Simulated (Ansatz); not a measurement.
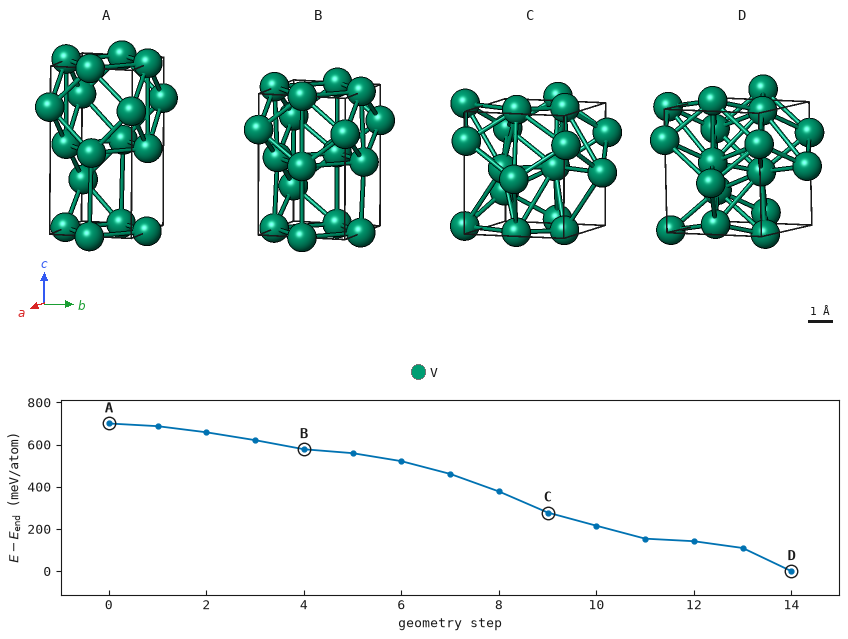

Frames of a relaxation of solid V (a generated structure, set up in P1) (coarse preliminary run), marked on the history of the run. Style: ball-and-stick. Shown: the cell of the calculation, slightly off an axis.

Level of theory: Ansatz 0.2.0, DFT PBE, scalar-relativistic, plane waves, PAW.

The input:
```yaml
crystal:
  lattice:
    - [-0.0262358596, 3.6947386392, -0.0018564772]
    - [0.0167116554, -0.0018564772, 3.6403399398]
    - [7.0840513674, -0.0524717191, 0.0334233109]
  atoms:
    - { symbol: V, position: [0.0146499021, 1.0239269274, 0.249475628] }
    - { symbol: V, position: [0.003541228, -0.0063704541, 0.7567750357] }
    - { symbol: V, position: [0.4854629945, -0.0087822088, 0.0019693506] }
    - { symbol: V, position: [0.5001486118, 0.002234463, 0.4973001176] }
    - { symbol: V, position: [-0.0055385689, 0.4829984406, -0.0014691887] }
    - { symbol: V, position: [1.0017358325, 0.5059928319, 0.4959490568] }
basis:
  ecutwfc: 420
kpoints:
  mp_grid: { grid: [6, 6, 4] }
hamiltonian:
  xc: pbe
scf:
  occupations: { method: gaussian, width: 0.2 }
  lower_state_search: "off"
output:
  forces: true
  stress: true
  eigenvalues: true
relax:
  adjacent_minimum: "off"
  f_tol: 0.025
  max_steps: 60
  cell: { stress_tol: 0.25 }
```

Run as
```bash
ansatz run input.yaml --threads 1 --pin off --max-ram 2560MiB --backend cpu --events-out ev --progress --plain --runs-dir out
```

Q: What happens along the run?

A: The run was cut off at its time limit before the relaxation converged, so the last structure is only a point on the way. Over 14 geometry steps the energy falls by 700 meV per atom. Largest force component: 0.45 eV/Å at the start, 1.1 eV/Å at the end. The pressure goes from −1.48 to −0.91 GPa. The largest move relative to the cell is that of V6, 1.23 Å roughly along [2 1 0]. Cell: a 3.695 → 4.069 Å (+10.1 %), b 3.640 → 4.007 Å (+10.1 %), c 7.084 → 5.210 Å (−26.5 %), α 89.5° → 92.0°, β 90.8° → 88.4°, γ 90.1° → 110.3°. Volume −16.5 %. Some distances before and after: V5–V6 5.124 → 2.998 Å, V3–V4 5.098 → 3.020 Å, V4–V6 2.590 → 4.426 Å, V3–V5 2.550 → 4.365 Å. New bonds form: V1–V2 (3.49 → 2.61 Å), V1–V2 (3.60 → 2.60 Å), V1–V3 (4.30 → 3.08 Å), V1–V4 (4.53 → 3.08 Å). Bonds break: V3–V5 (2.55 → 4.37 Å), V4–V6 (2.59 → 4.43 Å). The space group stays P1 (No. 1). The run took 8.8 min on 1 thread of Arm Neoverse V2 (shared host), peak memory 0.48 GiB. From step 0 to 4: V1 moves most (0.13 Å), volume −2.5 %, energy −122 meV per atom. From step 4 to 9: V atoms move most (0.94 Å), volume −7.9 %, energy −300 meV per atom. From step 9 to 14: V4 moves most (0.48 Å), volume −6.9 %, energy −278 meV per atom.

```
step  E − E(0), meV/atom  largest force component, eV/Å  pressure, GPa  volume, Å³/atom
   0                0.00                         0.4482          -1.48           15.879
   1              -12.75                         0.3003           0.09           15.651
   2              -41.79                         0.2831           3.69           15.201
   3              -79.09                         0.5957           4.09           15.153
   4             -122.15                         0.3539           1.02           15.476
   5             -140.76                         0.3644          -0.90           15.634
   6             -178.68                         0.7659          -1.54           15.490
   7             -239.11                         0.8309          -2.41           15.212
   8             -322.31                         0.8371          -3.43           14.838
   9             -422.22                         0.6340          -1.43           14.251
  10             -484.82                         0.5133           1.27           13.872
  11             -546.13                         0.4045          -2.19           13.752
  12             -558.28                         0.2989           0.80           13.503
  13             -590.40                         1.0446          -2.11           13.371
  14             -700.39                         1.0897          -0.91           13.267
```
